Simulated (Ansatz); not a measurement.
Input

```
crystal:
  lattice:
    - [3.1302084195, 0.0, 0.0]
    - [-1.5651042098, 2.7108400104, 0.0]
    - [0.0, 0.0, 5.3088743726]
  atoms:
    - { symbol: Ga, position: [0.3333333333, 0.6666666667, 0.5025278366] }
    - { symbol: Ga, position: [0.6666666667, 0.3333333333, 1.0025278366] }
    - { symbol: "N", position: [0.3333333333, 0.6666666667, 0.8724721634] }
    - { symbol: "N", position: [0.6666666667, 0.3333333333, 0.3724721634] }
basis:
  ecutwfc: 420
kpoints:
  mp_grid: { grid: [9, 9, 5] }
  band_path: { path: [VBM, CBM], npoints: 2 }
hamiltonian:
  xc: pbe
scf:
  occupations: { method: gaussian, width: 0.02 }
output:
  forces: true
  stress: true
  eigenvalues: true
  write_density: true
  write_potential: true
  elf: true
  volumetric_format: npy
```

Command:

```sh
ansatz run input.yaml --threads 4 --pin off --max-ram 8192MiB --backend cpu --events-out ev --progress --plain --runs-dir out
```

Below, planes, directions and counts refer to the conventional cell (a = 3.13 Å, b = 3.13 Å, c = 5.31 Å, α = 90.00°, β = 90.00°, γ = 120.00°).

Space group P6₃mc; a structure from a database of computed crystals, not necessarily the ambient phase; changed on purpose from its base cell (band edges of the strained film's bulk); computed pressure about 8 GPa in this cell.

These are results of DFT PBE, scalar-relativistic, plane waves, PAW (Ansatz 0.2.0), not measurements.

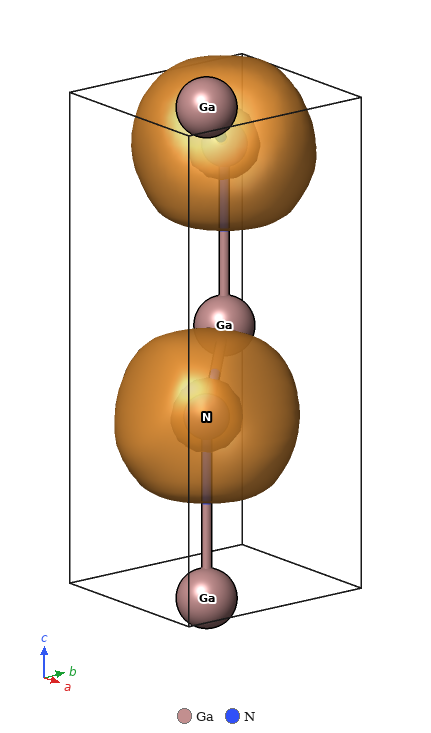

GaN. Isosurface of the electron localisation function at 0.6 (orange), seen slightly off an axis. Core shells and regions of very low density are left out. Sticks mark near contacts.

In a PAW calculation such maps are meaningful between the atoms, not at the nuclei.

**Identify the bonds, lone pairs and shells in this picture.**

The ELF exceeds this value in two regions wrapped around N (the valence shell of each), counted in one cell of 4 atoms. Any copies at cell faces, edges or corners count once. Along the contacts the grid gives the following. Ga–N (1.93 Å): the ELF peaks at about 0.85 in the valence shell of N, 0.7 Å from its nucleus, and is about 0.50 at the midpoint.

**Does the calculation give a band gap?**

It is gapped, with a Kohn–Sham gap of 1.8 eV on the k-point mesh (the band edges may lie off the mesh, which would make the gap smaller).
